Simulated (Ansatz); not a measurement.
```xyz
10
Lattice="-2.1294 -1.2294 0.0089 -1.3950 0.0000 3.6324 -5.3358 8.8109 -1.7911" Properties=species:S:1:pos:R:3 pbc="T T T"
C    -7.2694    7.4790    0.9371
C    -5.1400    6.2496    0.9282
C    -5.1400    3.7907    0.9282
C    -3.0105    2.5613    0.9193
C    -3.0105    0.1025    0.9193
C    -1.5909    0.1025    0.9131
C    -5.8498    7.4790    0.9308
C    -5.8498    5.0202    0.9308
C    -3.7203    3.7908    0.9220
C    -3.7203    1.3319    0.9220
```

Space group P-1; a structure from a database of computed crystals, not necessarily the ambient phase; not relaxed (largest force 1.7 eV/Å); computed pressure about −2 GPa in this cell.

Level of theory: DFT PBEsol, scalar-relativistic, plane waves, PAW (Ansatz).

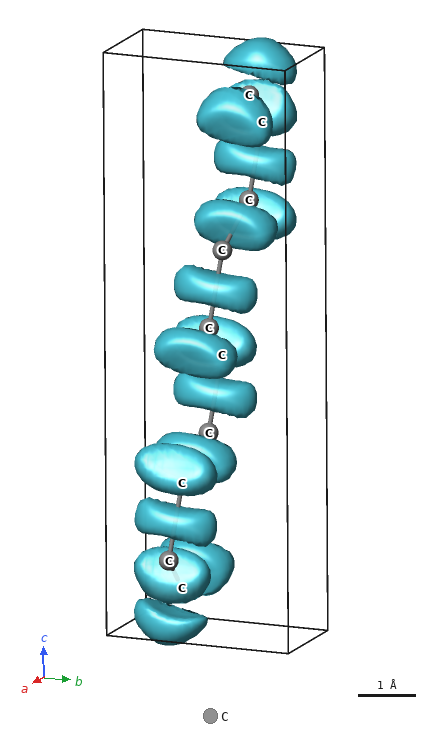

C. Isosurface of the ELF at 0.75 (cyan), seen slightly off an axis. Only the valence region is drawn (cores and ρ < 0.01 e/Å³ removed). Sticks mark near contacts.

Core electrons are frozen (PAW), and the valence fields are smoothed inside the atomic spheres.

What do the ELF domains correspond to?

The surface consists of 14 regions between bonded C–C atoms and two lobes on C, pointing away from the bonds (lone pairs), counted in one cell of 10 atoms. Any copies at cell faces, edges or corners count once. Along the contacts the grid gives the following. C–C (1.42 Å): the ELF peaks at about 0.95 between the atoms.

Does the calculation make it a metal, or give it a gap?

It is metallic or semimetallic at this level of theory: no gap opens.
